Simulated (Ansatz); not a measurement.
# Ca$_{15}$F$_{32}$ (cell charge −1, with a compensating background) (cell with a defect): what the fields show

```yaml
crystal:
  lattice:
    - [5.51176, -5.51176, -5.51176]
    - [-5.51176, -5.51176, 5.51176]
    - [-5.51176, 5.51176, -5.51176]
  atoms:
    - { symbol: Ca, position: [0.25000, 0.99823, 0.75177] }
    - { symbol: Ca, position: [0.25000, 0.25000, 0.50000] }
    - { symbol: Ca, position: [0.00177, 0.75000, 0.24823] }
    - { symbol: Ca, position: [0.25000, 0.50177, 0.24823] }
    - { symbol: Ca, position: [0.00177, 0.99823, 0.00000] }
    - { symbol: Ca, position: [0.00177, 0.25354, 0.75177] }
    - { symbol: Ca, position: [0.75000, 0.75000, 0.50000] }
    - { symbol: Ca, position: [0.00177, 0.50177, 0.50354] }
    - { symbol: Ca, position: [0.74646, 0.99823, 0.24823] }
    - { symbol: Ca, position: [0.75000, 0.25000, 0.00000] }
    - { symbol: Ca, position: [0.49823, 0.75000, 0.75177] }
    - { symbol: Ca, position: [0.75354, 0.50177, 0.75177] }
    - { symbol: Ca, position: [0.49823, 0.99823, 0.49646] }
    - { symbol: Ca, position: [0.49823, 0.24646, 0.24823] }
    - { symbol: Ca, position: [0.49823, 0.50177, 0.00000] }
    - { symbol: F, position: [0.00020, 0.24733, 0.49733] }
    - { symbol: F, position: [0.99713, 0.49713, 0.24980] }
    - { symbol: F, position: [0.97926, 0.75000, 0.00000] }
    - { symbol: F, position: [0.74733, 0.24733, 0.75020] }
    - { symbol: F, position: [0.99713, 0.99980, 0.74713] }
    - { symbol: F, position: [0.74733, 0.50020, 0.49733] }
    - { symbol: F, position: [0.75267, 0.75000, 0.25287] }
    - { symbol: F, position: [0.50287, 0.25267, 0.00000] }
    - { symbol: F, position: [0.75267, 0.00287, 0.00000] }
    - { symbol: F, position: [0.49980, 0.49713, 0.74713] }
    - { symbol: F, position: [0.50287, 0.75000, 0.50267] }
    - { symbol: F, position: [0.25000, 0.25267, 0.25287] }
    - { symbol: F, position: [0.52074, 0.02074, 0.27074] }
    - { symbol: F, position: [0.25000, 0.47926, 0.00000] }
    - { symbol: F, position: [0.25000, 0.75000, 0.72926] }
    - { symbol: F, position: [0.25000, 0.00287, 0.50267] }
    - { symbol: F, position: [0.52074, 0.75000, 0.00000] }
    - { symbol: F, position: [0.50287, 0.00287, 0.75020] }
    - { symbol: F, position: [0.49980, 0.25267, 0.50267] }
    - { symbol: F, position: [0.25000, 0.75000, 0.27074] }
    - { symbol: F, position: [0.50287, 0.50020, 0.25287] }
    - { symbol: F, position: [0.25000, 0.02074, 0.00000] }
    - { symbol: F, position: [0.25000, 0.24733, 0.74713] }
    - { symbol: F, position: [0.99713, 0.75000, 0.49733] }
    - { symbol: F, position: [0.25000, 0.49713, 0.49733] }
    - { symbol: F, position: [0.00020, 0.00287, 0.25287] }
    - { symbol: F, position: [0.99713, 0.24733, 0.00000] }
    - { symbol: F, position: [0.74733, 0.75000, 0.74713] }
    - { symbol: F, position: [0.97926, 0.47926, 0.72926] }
    - { symbol: F, position: [0.75267, 0.99980, 0.50267] }
    - { symbol: F, position: [0.75267, 0.25267, 0.24980] }
    - { symbol: F, position: [0.74733, 0.49713, 0.00000] }
```

Spin-polarised.

The calculation used DFT PBE, scalar-relativistic, plane waves, PAW (Ansatz).

The density is the valence pseudo-density of a PAW calculation; it isn't the true density close to the nuclei.

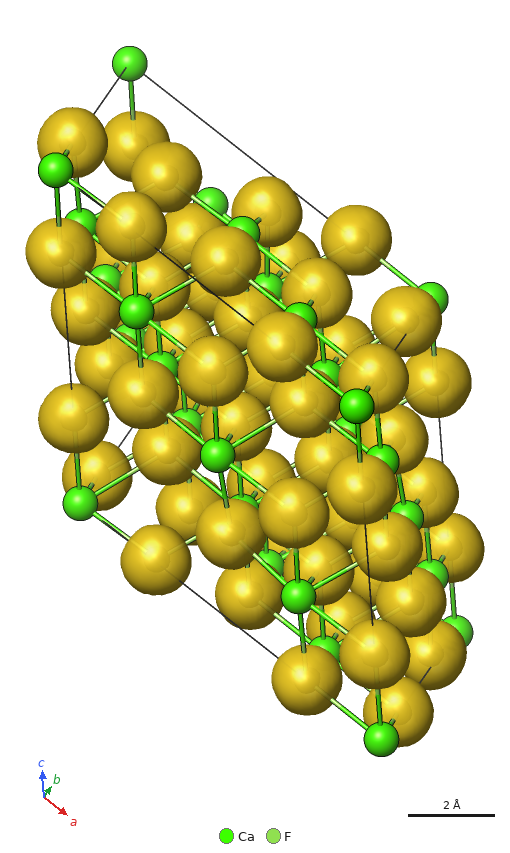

Figure 1. Isosurface of the electron localisation function at 0.7 (yellow), seen slightly off an axis. Core shells and regions of very low density are left out. Sticks mark near contacts.

Identify the bonds, lone pairs and shells in this picture.

The surface consists of 32 regions wrapped around F (the valence shell of each), counted in one cell of 47 atoms. Any copies at cell faces, edges or corners count once. Along the contacts the grid gives the following. Ca–F (2.31 Å): the ELF peaks at about 0.85 in the valence shell of F, 0.6 Å from its nucleus, and drops to about 0.05 between the two atoms: no localised pair shows between them. Ca–F (2.37 Å): the ELF peaks at about 0.80 in the valence shell of F, 0.6 Å from its nucleus, and drops to about 0.05 between the two atoms; no shared electron pair shows on this line.

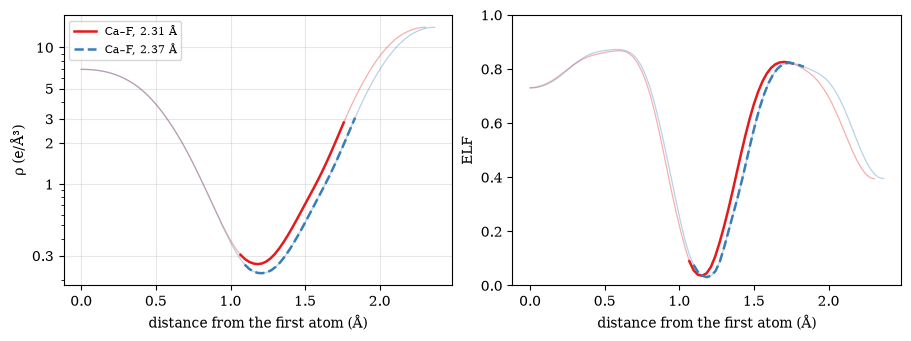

Figure 2. Valence pseudo-density and ELF along straight lines between neighbouring atoms. Thin, pale parts lie inside the atomic spheres.

What can be read from the curves?

Ca–F (2.31 Å): ρ at the midpoint is about 0.26 e/Å³; the ELF peaks at about 0.85 in the valence shell of F, 0.6 Å from its nucleus, and drops to about 0.05 between the two atoms; no localised pair shows between them.
Ca–F (2.37 Å): the density is about 0.22 e/Å³ at the midpoint; the ELF peaks at about 0.80 in the valence shell of F, 0.6 Å from its nucleus, and drops to about 0.05 between the two atoms: no localised pair shows between them.

Metal or insulator at this level of theory?

It is metallic or semimetallic at this level of theory: no gap opens.
